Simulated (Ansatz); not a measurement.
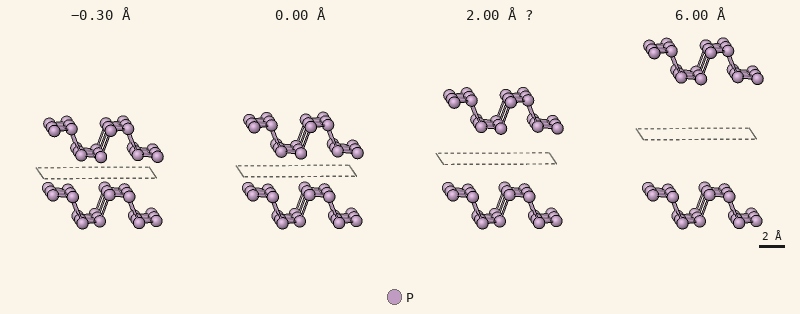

Solid P (Cmce): the crystal is pulled apart rigidly along the normal of the (0 −1 0) plane of the conventional cell, at a cut between a plane of P below and one of P above, 3.52 Å apart. One cut stands in each cell, which starts 11.3 Å high; nothing is relaxed, and the dashed outline marks the cut. The picture is a ball-and-stick view of the layers on both sides of the cut, seen from the side, nearly along the cut plane.

Computed with DFT PBE, scalar-relativistic, plane waves, PAW (Ansatz). Set-up: plane-wave cutoff 420 eV; k-point mesh 10 × 7 × 3; occupations gaussian; smearing width 0.03 eV; no spin polarisation. Energies (free energies at the smearing named) are counted from the relaxed crystal.

```json
{"opening (Å)": "−0.30", "ΔE per area (J/m²)": "0.014"}
{"opening (Å)": "−0.15", "ΔE per area (J/m²)": "0.003"}
{"opening (Å)": "0.00", "ΔE per area (J/m²)": "0.000"}
{"opening (Å)": "0.25", "ΔE per area (J/m²)": "0.004"}
{"opening (Å)": "0.50", "ΔE per area (J/m²)": "0.012"}
{"opening (Å)": "0.75", "ΔE per area (J/m²)": "0.020"}
{"opening (Å)": "1.00", "ΔE per area (J/m²)": "0.026"}
{"opening (Å)": "1.50", "ΔE per area (J/m²)": "0.035"}
{"opening (Å)": "2.00", "ΔE per area (J/m²)": "?"}
{"opening (Å)": "3.00", "ΔE per area (J/m²)": "0.044"}
{"opening (Å)": "6.00", "ΔE per area (J/m²)": "0.045"}
```

One row is withheld. What is its energy?

Answer. A straight line between the two neighbours gives 0.038 J/m². A cubic through the four nearest rows (1.00, 1.50, 3.00, 6.00) gives, with Lagrange weights, (−0.4000)(0.026) + (1.1852)(0.035) + (0.2222)(0.044) + (−0.0074)(0.045) = 0.041 J/m². The calculation gives 0.039 J/m², so the cubic is 0.002 J/m² too high and the straight line 0.001 J/m² too low.

The whole profile:

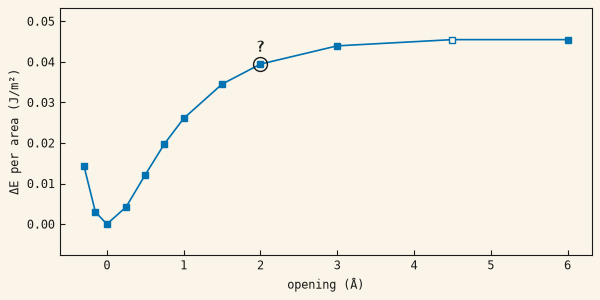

Limits of the set-up: layers or molecules are held without a dispersion correction, so their spacing is unreliable.
